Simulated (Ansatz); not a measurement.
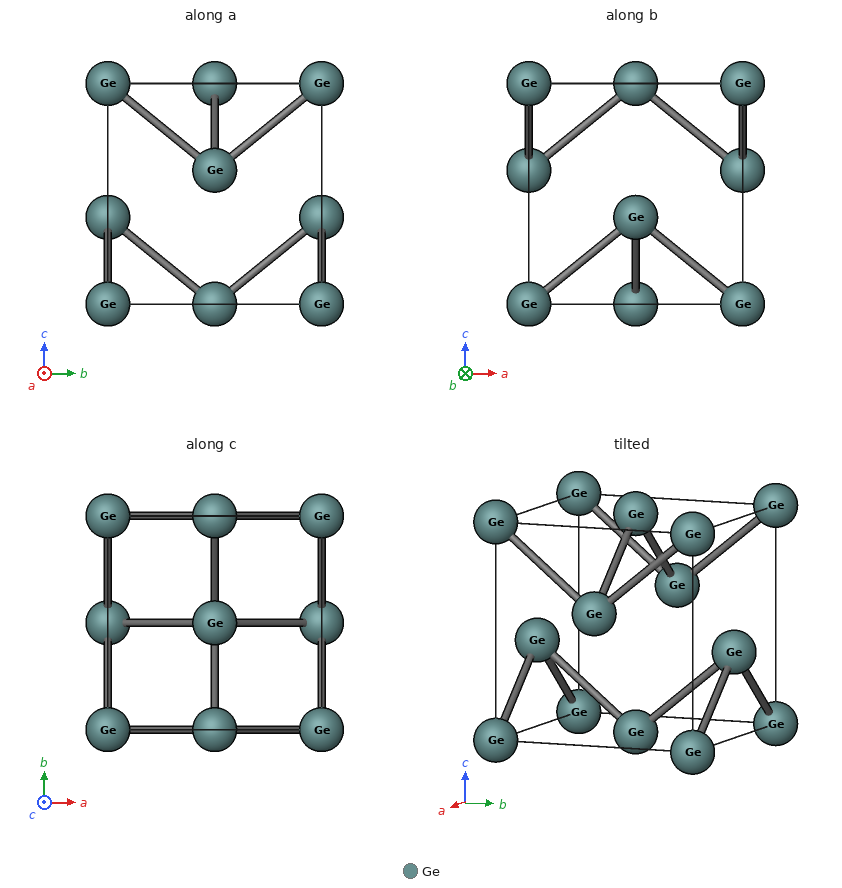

Figure: ball-and-stick view along the a axis, along the b axis, along the c axis and slightly off an axis. Lines trace the edges of the conventional unit cell.

Lattice parameters: a = 4.2776 Å, b = 4.2776 Å, c = 4.4161 Å, α = 90.000°, β = 90.000°, γ = 90.000°.

Q: Reconstruct the structure as a CIF with its space group and independent sites, with free fractional coordinates to two decimals.

A:
```cif
data_structure
_symmetry_space_group_name_H-M 'P 4/n m m :1'
_symmetry_Int_Tables_number 129
_cell_length_a 4.2776
_cell_length_b 4.2776
_cell_length_c 4.4161
_cell_angle_alpha 90.000
_cell_angle_beta 90.000
_cell_angle_gamma 90.000
_cell_volume 80.80
loop_
_atom_site_label
_atom_site_type_symbol
_atom_site_symmetry_multiplicity
_atom_site_Wyckoff_symbol
_atom_site_fract_x
_atom_site_fract_y
_atom_site_fract_z
_atom_site_occupancy
Ge1 Ge 2 a 0.50 0.50 0.00 1
Ge2 Ge 2 c 0.50 0.00 0.39 1
```

The cell started as a random cell made by a generator, so it need not be a real form of the element. The geometry was optimised with Ansatz, DFT PBE, scalar-relativistic, plane waves, PAW.
